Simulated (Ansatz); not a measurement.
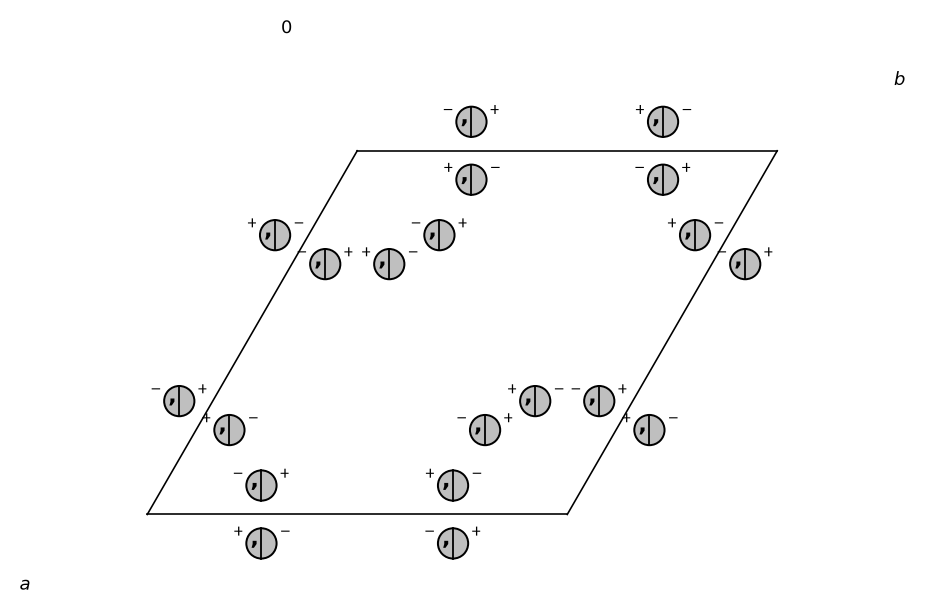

General positions of a space group, projected down c, computed from the operations of a computed or model structure of composition V, which need not be its known form.

A circle is a general position, a comma marks the mirror image, + and − with a fraction give the height (along the projection axis: ½+ is ½ plus the coordinate, − is its negative), and a split circle stands for two positions above each other.

**Which space group is it?**

P6/mmm, No. 191; primitive hexagonal, point group 6/mmm, 24 general positions a cell.

**Write the general positions (in any order).**

x, y, z
−x, −y, −z
x−y, x, z
−x+y, −x, −z
−y, x−y, z
y, −x+y, −z
−x, −y, z
x, y, −z
−x+y, −x, z
x−y, x, −z
y, −x+y, z
−y, x−y, −z
−y, −x, −z
y, x, z
−x, −x+y, −z
x, x−y, z
−x+y, y, −z
x−y, −y, z
y, x, −z
−y, −x, z
x, x−y, −z
−x, −x+y, z
x−y, −y, −z
−x+y, y, z
